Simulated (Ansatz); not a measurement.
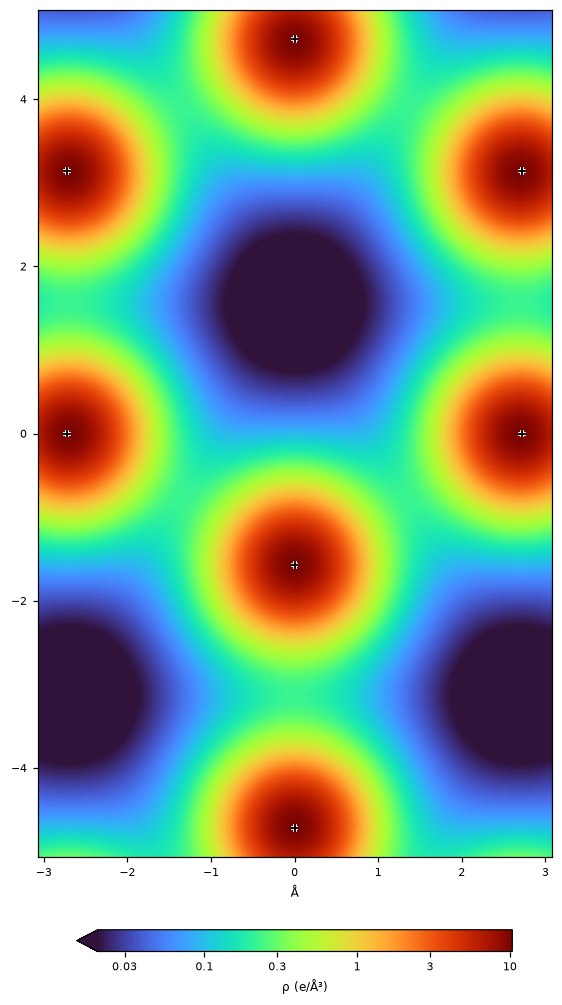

The valence pseudo-density on a plane through atoms (crosses mark nuclei in the plane).

The calculation used Ansatz, DFT PBE, scalar-relativistic, plane waves, PAW.

Candidates:
A. Ge, a = 4.43 Å, b = 4.43 Å, c = 5.40 Å, α = 90.00°, β = 90.00°, γ = 120.00°. Space group P6₃/mmc.
B. C, a = 2.47 Å, b = 2.47 Å, c = 8.47 Å, α = 90.00°, β = 90.00°, γ = 120.00°. Space group P6₃/mmc; a structure from a database of computed crystals, not necessarily the ambient phase.
C. Pb, a = 5.45 Å, b = 5.45 Å, c = 6.24 Å, α = 90.00°, β = 90.00°, γ = 120.00°. Space group P6₃/mmc.

Q: Which system is this?

A: Candidate C: Pb on the (001) plane of the conventional cell, which holds Pb. Pb–Pb (3.14 Å): the density is about 0.22 e/Å³ at the midpoint.
